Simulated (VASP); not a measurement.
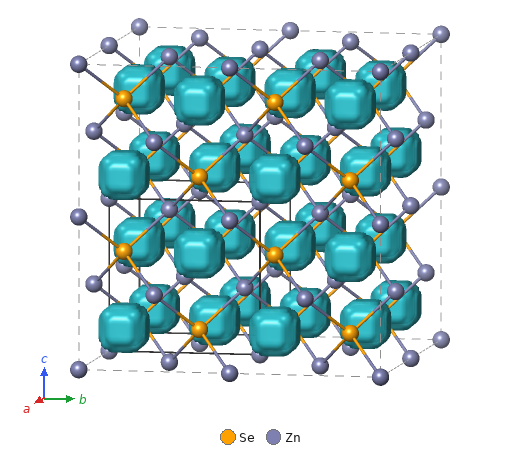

Bond-valence mismatch map for Zn2+ in ZnSe (F-43m): the teal surface encloses the points where |V − 2| < 0.1 v.u. (2×2×2 cells, view slightly off an axis). Pale faces close the region where the drawn box cuts it.

At each point the valence sum V of a Zn2+ ion is computed from the anions within 5 Å (s = exp((R0 − d)/b), R0 fitted to published crystal structures with b = 0.37 Å; R0: Zn2+–Se 2.221 Å). The other Zn2+ ions are ignored. This is an empirical screen for pathways, not an energy calculation.

Source of the atomic positions: an entry of the Crystallography Open Database, as set up for an electronic-structure calculation.

```yaml
crystal:
  lattice:
    - [5.66760, 0.00000, 0.00000]
    - [0.00000, 5.66760, 0.00000]
    - [0.00000, 0.00000, 5.66760]
  atoms:
    - { symbol: Se, position: [0.25000, 0.25000, 0.25000] }
    - { symbol: Zn, position: [0.00000, 0.00000, 0.00000] }
    - { symbol: Se, position: [0.25000, 0.75000, 0.75000] }
    - { symbol: Zn, position: [0.00000, 0.50000, 0.50000] }
    - { symbol: Se, position: [0.75000, 0.25000, 0.75000] }
    - { symbol: Zn, position: [0.50000, 0.00000, 0.50000] }
    - { symbol: Se, position: [0.75000, 0.75000, 0.25000] }
    - { symbol: Zn, position: [0.50000, 0.50000, 0.00000] }
```

Q: How are the low-mismatch regions connected (counting the regions that come within 0.6 Å of a Zn site)?

A: No path at this level: the regions are isolated pockets that do not connect across cells.

Q: At which mismatch do paths open?

A: From a mismatch of about 0.40 v.u. the regions form a three-dimensional network. These are grid estimates, good to about 0.1 v.u.

Q: What is the valence sum at the Zn sites themselves?

A: 2.14 v.u., against the formal 2.
